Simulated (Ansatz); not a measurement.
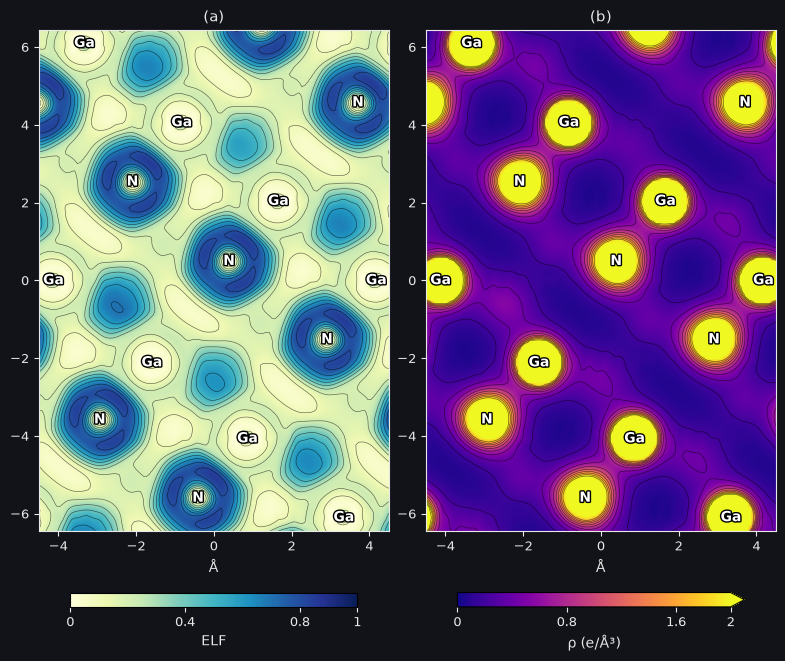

*Ga₂₄N₂₃ (cell with a defect). (a) electron localisation function; (b) valence pseudo-density on the (101̄) plane of the calculation cell.*

Spin-polarised.

Level of theory: DFT PBE, scalar-relativistic, plane waves, PAW in Ansatz 0.2.0.

In a PAW calculation such maps are meaningful between the atoms, not at the nuclei.

```
Ga N
1.0
     3.21843   -5.57448   -5.24303
    -6.43686    0.00000   -5.24303
     3.21843    5.57448   -5.24303
Ga N
24 23
Cartesian
  -1.6107 -0.9401 -5.2347
  1.6171 4.6486 -5.2519
  -0.0033 -3.7074 -5.2652
  -4.8300 -0.9251 -5.2418
  0.0051 1.8601 -5.2434
  -3.2137 -3.7006 -10.4716
  -0.0120 1.8353 -10.4710
  1.6294 -0.9337 -10.4997
  1.6034 -0.9255 -5.2701
  3.2195 1.8434 -5.2535
  -3.2187 1.8435 -5.2494
  -1.5282 -0.9775 -10.4465
  -0.0293 -1.8410 -7.9677
  3.2117 3.7089 -7.8640
  -1.6079 0.9249 -2.6210
  -3.1959 -1.7391 -7.8343
  1.5938 0.9266 -7.8740
  1.5934 0.9316 -2.6280
  -1.6180 -4.6302 -7.8617
  -0.0219 3.6896 -7.8689
  3.2376 -1.8476 -7.8558
  -1.6020 0.9491 -13.1060
  -1.7027 0.8367 -7.8326
  -3.2078 3.7151 -7.8950
  -1.6212 -0.9472 -3.2607
  -0.0028 -3.7293 -8.5201
  1.5800 -0.9195 -3.2937
  -0.0600 1.7974 -8.4946
  -0.0072 1.8704 -3.2648
  -3.2044 -3.6442 -8.4916
  -1.6087 4.6589 -8.5165
  1.6263 -0.9268 -8.5233
  3.2112 1.8595 -8.5231
  -3.2436 1.8580 -8.5321
  4.8399 -0.9096 -8.5193
  -0.0150 -1.8488 -5.9560
  3.2258 3.7090 -5.8922
  1.6165 -4.6360 -5.8873
  -3.2240 -1.8744 -5.8543
  1.6073 0.9311 -5.9032
  -4.8348 0.9296 -5.8938
  1.6065 0.9273 -11.1315
  0.0154 3.7129 -5.8967
  3.2438 -1.8431 -5.8677
  -1.6074 0.8952 -11.1174
  -1.6023 0.9187 -5.8584
  0.0533 -1.8920 -11.1798
```

### What does the map show?

The section cuts through Ga and N sites. Atoms just off the plane (Ga, 0.9 Å away and N, 0.9 Å away) can leave unmarked features too. Ga–N (1.97 Å): ρ at the midpoint is about 0.71 e/Å³; the ELF peaks at about 0.85 in the valence shell of N, 0.7 Å from its nucleus, and is about 0.45 at the midpoint. Ga–N (1.99 Å): ρ at the midpoint is about 0.68 e/Å³; the ELF peaks at about 0.85 in the valence shell of N, 0.7 Å from its nucleus, and is about 0.45 at the midpoint. Between the atoms the lowest density in this plane is 0.05 e/Å³.
